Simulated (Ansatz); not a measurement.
Consider Ta2N.

```
Ta N
1.0
     3.12874   -0.01117    0.01042
     1.55469    2.71518    0.03524
     0.01630    0.05426    4.80140
Ta N
2 1
Direct
  0.66667 0.66667 0.25471
  0.33333 0.33333 0.74529
  0.00000 0.00000 0.00000
```

Space group P-1; a structure from a database of computed crystals, not necessarily the ambient phase; changed on purpose from its base cell (cell strained at random at fixed volume); not relaxed (largest force 0.5 eV/Å); computed pressure about −9 GPa in this cell.

Method: Kohn-Sham DFT of a periodic cell, PBEsol, PseudoDojo standard in Ansatz 0.2.0.

**Predict the valence pseudo-density and electron localisation function between the atoms.**

Ta–N (2.16 Å): ρ at the midpoint is about 0.61 e/Å³; the ELF peaks at about 0.80 in the valence shell of N, 0.6 Å from its nucleus, and drops to about 0.20 between the two atoms: no localised pair shows between them.
Ta–Ta (2.94 Å): ρ at the midpoint is about 0.29 e/Å³; the ELF is about 0.35 at the midpoint.
Ta–Ta (3.06 Å): the density is about 0.25 e/Å³ at the midpoint; the ELF is about 0.20 at the midpoint: no localised pair shows between them.
The ELF has a maximum of about 0.75 in the space between the atoms, 1.9 Å from four Ta atoms, on no atom or two-centre bond.

**Metal or insulator at this level of theory?**

It is gapless in this calculation (a metal or semimetal); semilocal functionals without U, or without the true magnetic order, often close the gap of such compounds.

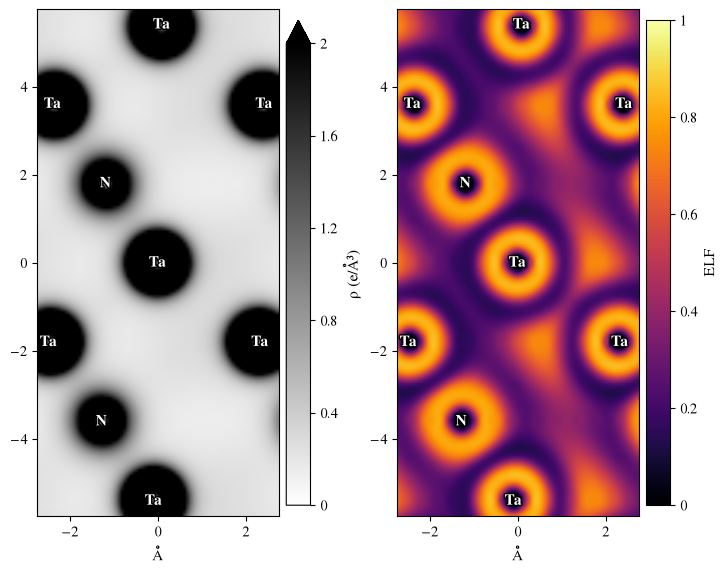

Computed valence pseudo-density and electron localisation function on the (11̄0) plane of the conventional cell, in this order. 
